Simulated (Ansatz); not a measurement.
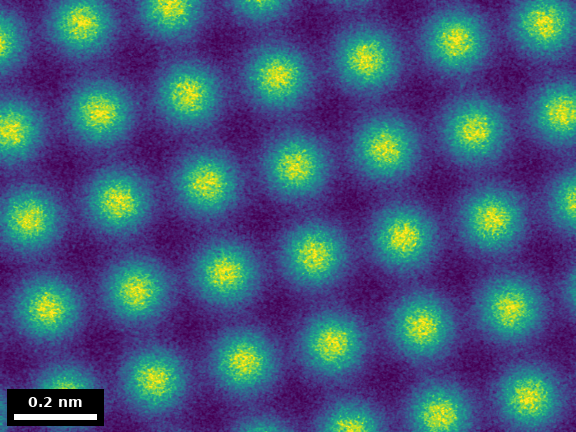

HAADF-like image of a crystal. Simulated incoherent Z contrast: every atom adds Z^1.8 spread by a probe of 1.15 Å full width; channelling and multiple scattering are left out. The probe carries 25 % of its weight in a tail 2.5 times as wide. Shot noise and a slight drift were added.

Q: Give the net of the columns and its spacings.

A: The pattern repeats on a square net with a repeat of 2.2 Å.

Q: What is the plane group of the image?

A: p4mm: fourfold points with mirror lines through them along the axes and the diagonals.

Q: How many columns does the smallest repeating cell hold, and how many levels of brightness?

A: 1 column in the primitive cell of 4.9 Å², all of one brightness.

The crystal is Pt (Im-3m, No. 229) seen along [001]. Structure: a calculation's starting geometry; the starting structure was generated, so it need not be a known form of this composition.
